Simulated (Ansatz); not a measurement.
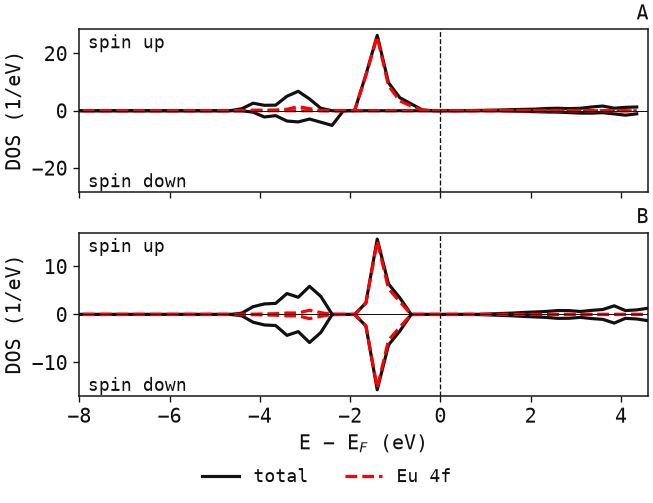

Spin-resolved densities of states of EuO, space group Fm-3m, 4 atoms in the cell, a database entry, rescaled, in two magnetic states on the same cell (spin down negative; each from its own Fermi level). Method: DFT with PBE, PAW plane waves, Ueff = 7.45 eV on Eu f, spin-polarised, 6×6×6 k mesh, 420 eV cutoff, Fermi-Dirac smearing of 0.058 eV (Ansatz 0.2.0).

Which panel is which state: ferromagnetic and antiferromagnetic?

Answer. A is ferromagnetic (net moment 14.0 μB, local moments 14.4 μB in all, gap 0.50 eV); B is antiferromagnetic (net moment 0.0 μB, local moments 14.1 μB in all, gap 1.31 eV). Unequal spin channels mark a net moment; equal ones mean that moments cancel or are absent.

Which of these states is lowest in energy?

Answer. The ferromagnetic one; the antiferromagnetic state lies 9 meV an atom higher. Other orders weren't compared here.

Spin-orbit coupling is left out, which matters for Eu.
